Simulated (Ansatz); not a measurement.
```cif
data_structure
_symmetry_space_group_name_H-M 'P 1'
_symmetry_Int_Tables_number 1
_cell_length_a 3.9052
_cell_length_b 3.9052
_cell_length_c 4.1169
_cell_angle_alpha 90.000
_cell_angle_beta 90.000
_cell_angle_gamma 120.000
_cell_volume 54.37
loop_
_atom_site_label
_atom_site_type_symbol
_atom_site_fract_x
_atom_site_fract_y
_atom_site_fract_z
_atom_site_occupancy
Si1 Si 0.00000 0.50000 0.66667 1
Si2 Si 0.50000 0.50000 0.33333 1
Si3 Si 0.50000 0.00000 0.00000 1
```

Space group P6₂22; a structure generated by program, which may or may not match a known phase; changed on purpose from its base cell (the structure that the rattled cell fell into).

Method: Ansatz, DFT PBE, scalar-relativistic, plane waves, PAW.

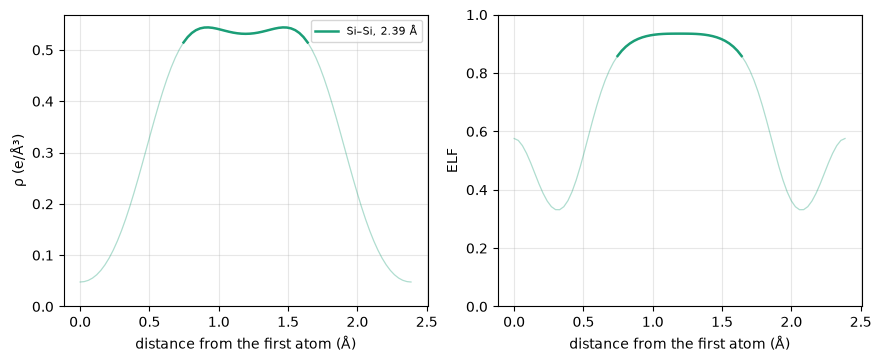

Si. Valence charge density (pseudo) and electron localisation function along straight lines between neighbouring atoms. Thin, pale parts lie inside the atomic spheres.

The density is the valence pseudo-density of a PAW calculation; it isn't the true density close to the nuclei.

What can be read from the curves?

Answer. Si–Si (2.39 Å): ρ is about 0.53 e/Å³ halfway; the ELF peaks at about 0.95 between the atoms.
